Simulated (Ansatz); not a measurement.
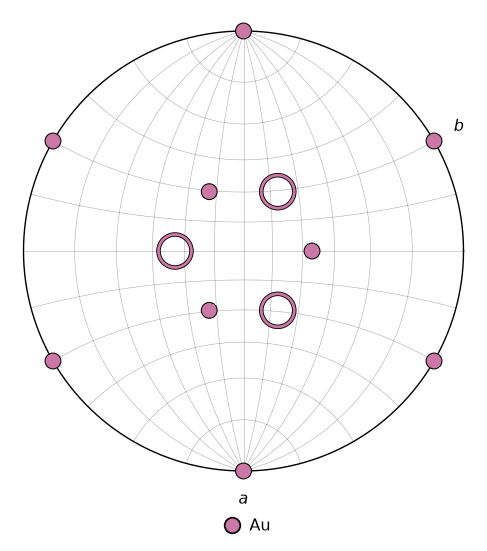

Crystal: Au, the input geometry of an electronic-structure calculation (not necessarily at equilibrium); the starting structure was generated, so it need not be a known form of this composition. Directions from one gold atom at (0, 0, 0) to its bonded neighbours, in stereographic projection down c (filled: above the plane of the page or in it, open: below). Geometry calculated from the standardised cell; symmetry tolerance 0.002 Å.

Neighbours are counted up to 3.30 Å for Au.

```yaml
crystal:
  lattice:
    - [2.94522, 0.00000, 0.00000]
    - [-1.47261, 2.55064, 0.00000]
    - [0.00000, 0.00000, 9.86136]
  atoms:
    - { symbol: Au, position: [0.00000, 0.00000, 0.00000] }
    - { symbol: Au, position: [0.00000, 0.00000, 0.50000] }
    - { symbol: Au, position: [0.33333, 0.66667, 0.25000] }
    - { symbol: Au, position: [0.66667, 0.33333, 0.75000] }
```

**How many neighbours are there, and at what angles?**

12: 6 Au at 2.95 Å, 6 Au at 2.99 Å. Angles between bonds: 59° (6×), 60° (6×), 61° (12×), 90° (12×), 119° (12×), 120° (6×), 121° (6×), 180° (6×).

**What is the site's symmetry in the crystal?**

Point group -3m (D3d), order 12: one threefold axis, three twofold axes, three mirror planes, an inversion centre. In No. 194, P6_3/mmc this is Wyckoff position 2a.
